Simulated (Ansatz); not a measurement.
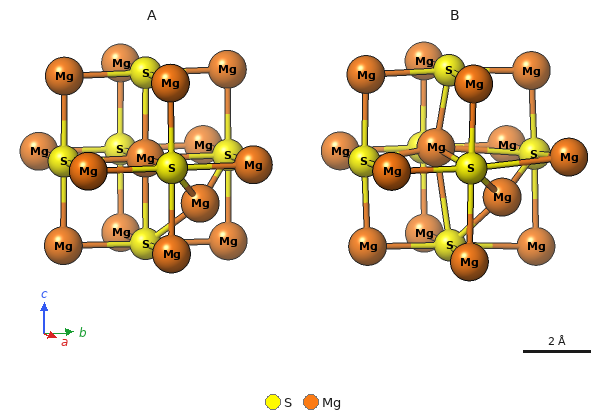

Two geometries of a defect cell of composition S32Mg33, drawn at one scale. One is the start of a relaxation, the other its converged end. A ball-and-stick model of the atoms within 4.2 Å of the atom that moves most (axes of the cell of the calculation (origin shifted)), seen slightly off an axis.

Computed with DFT, PBEsol, PAW, plane waves in Ansatz 0.2.0. Settings: plane-wave cutoff 420 eV; k-point mesh 1 × 1 × 1; mesh shifted by (0.25, 0.25, 0.25); collinear spin; atoms relaxed in a fixed cell; force threshold 0.03 eV/Å; at most 80 steps.

> Which one is relaxed?

Structure B is the relaxed one. The largest move is that of a Mg atom, 0.53 Å along [−1 −1 1]. By element the largest moves are Mg 0.53 Å, S 0.21 Å. The cell doesn't change. Among the contacts that change: Mg–Mg 2.245 → 2.753 Å, Mg–S 2.580 → 3.048 Å, Mg–S 2.611 → 3.076 Å, Mg–Mg 2.293 → 2.752 Å. Among the angles between lasting bonds that change: S–Mg–S 179.3° → 159.9°, S–Mg–S 90.5° → 104.1°. The energy falls by 3.497 eV per cell of the calculation in 10 geometry steps. Largest force component: 2.6 eV/Å at the start, 0.024 eV/Å at the end.
